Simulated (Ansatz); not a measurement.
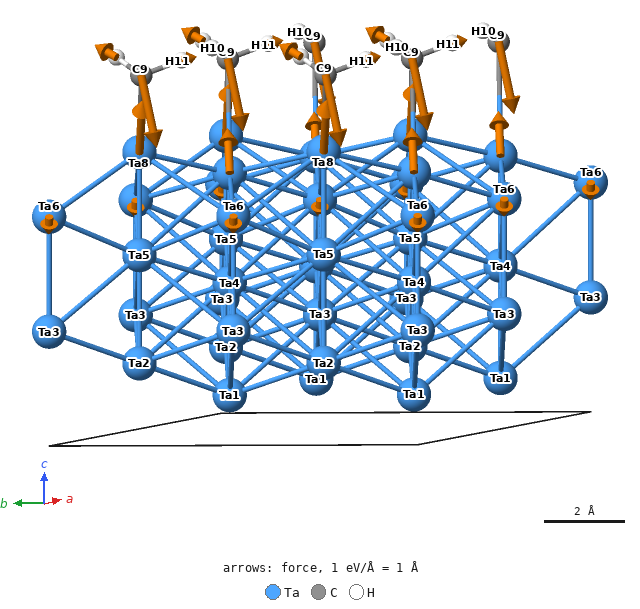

Starting geometry of a slab of composition Ta8H3C (cut from the Im-3m phase) with the computed forces as orange arrows. Style: ball-and-stick. Shown: the 2 × 2 repeat of the cell, outlined in the plane, without the vacuum, from a free direction.

Case: CH3 put at a bridge Ta-Ta site. The slab is the (1 1 1) face of Ta with CH3 on it. 4 atoms are held fixed.

Theory: Ansatz, DFT PBEsol, scalar-relativistic, plane waves, PAW. (plane-wave cutoff 420 eV; k-point mesh 6 × 6 × 1; occupations gaussian; smearing width 0.1 eV; no spin polarisation; dipole correction; atoms relaxed in a fixed cell; force threshold 0.03 eV/Å; at most 70 steps)

**What follows when this structure is relaxed?**

It isn't relaxed: the largest force vector, on Ta atoms, is 1.90 eV/Å. The final displacements have little in common with the starting forces (cosine between the two patterns 0.15). Over 11 geometry steps the energy falls by 0.626 eV per cell of the calculation. The largest force component goes from 1.8 to 0.027 eV/Å. The largest move is that of an H atom, 1.05 Å at 42° to the normal (−c side). Largest moves by element: H 1.05 Å, C 0.55 Å, Ta 0.14 Å. The cell doesn't change. Near-neighbour distances that change, for instance: C–Ta 3.056 → 2.437 Å, C–Ta 2.474 → 2.255 Å, Ta–Ta 3.064 → 3.225 Å, Ta–Ta 2.760 → 2.634 Å. Among the angles between lasting bonds that change: Ta–C–H 86.1° → 67.0°, Ta–C–H 82.7° → 101.7°, Ta–C–H 110.3° → 125.6°.

Limits of the set-up: the periodic images lie only 4.6 Å apart, so the values are limited by the cell's size.
